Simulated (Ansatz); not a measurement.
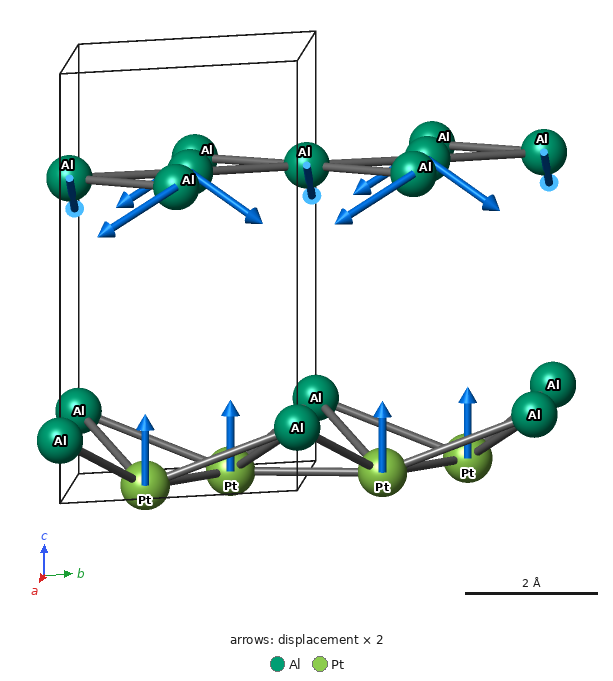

This is a relaxation of crystalline Al2Pt (a generated structure, set up in P31m) (coarse preliminary run). The starting structure is drawn; blue arrows show the displacements (the part carried along by the change of the cell is left out), 2 times their true length.

Style: ball-and-stick. Shown: the cell of the calculation, repeated 1 × 2 × 1 with one cell outlined, from a free direction.

These are results of DFT PBE, scalar-relativistic, plane waves, PAW (Ansatz), not measurements.

Input
```yaml
crystal:
  lattice:
    - [4.02171399, 0.0, 0.0]
    - [-2.01085699, 3.48290648, 0.0]
    - [0.0, 0.0, 6.59046566]
  atoms:
    - { symbol: Al, position: [0.49020785, 0.0, 0.72175567] }
    - { symbol: Al, position: [0.0, 0.49020785, 0.72175567] }
    - { symbol: Al, position: [0.50979215, 0.50979215, 0.72175567] }
    - { symbol: Al, position: [0.0, 0.0, 0.14636723] }
    - { symbol: Pt, position: [0.33333333, 0.66666667, 0.00905753] }
    - { symbol: Pt, position: [0.66666667, 0.33333333, 0.00905753] }
basis:
  ecutwfc: 420
kpoints:
  mp_grid: { grid: [6, 6, 4] }
hamiltonian:
  xc: pbe
scf:
  occupations: { method: gaussian, width: 0.1 }
  lower_state_search: "off"
output:
  forces: true
  stress: true
  eigenvalues: true
relax:
  adjacent_minimum: "off"
  f_tol: 0.04
  max_steps: 70
  cell: { stress_tol: 0.4 }
```

Run as
```bash
ansatz run input.yaml --threads 1 --pin off --max-ram 2560MiB --backend cpu --events-out ev --progress --plain --runs-dir out
```

Atoms of which element are displaced furthest, and by how much?

Aluminium: up to 0.76 Å, against 0.55 Å for platinum.

Describe the change and its energy.

The energy falls by 3331 meV per atom in 17 accepted moves (20 points after the start). The largest force component goes from 8.2 to 0.0095 eV/Å. Pressure: 115.87 GPa at the start and 0.01 GPa at the end. The line search rejected the trial step at point 12 of the run. The SCF was repeated twice at an unchanged geometry on a basis and grid sized afresh for the cell, which shifted the energy by 33.8 meV per atom at most. The largest moves relative to the cell, 0.76 Å, are those of Al1, Al2 and Al3. Al3 goes along [2 2 −1]. Largest moves by element: Al 0.76 Å, Pt 0.55 Å. The drawn cell changes as follows: a = b 4.022 → 4.999 Å (+24.3 %), c 6.590 → 4.249 Å (−35.5 %); the volume changes by −0.4 %. Some distances before and after: Al1–Pt5 4.839 → 2.667 Å, Al1–Al4 4.274 → 2.771 Å, Al1–Al2 2.012 → 2.793 Å, Al1–Al4 (another image) 3.423 → 2.771 Å. Bond angles that change, for instance: Al2–Al1–Al2 176.1° → 127.0°, Al2–Al1–Al3 123.9° → 173.0°, Al2–Al1–Al3 116.1° → 67.0°. The space group (tolerance 0.01 Å) goes from P31m (No. 157) to P-62m (No. 189).
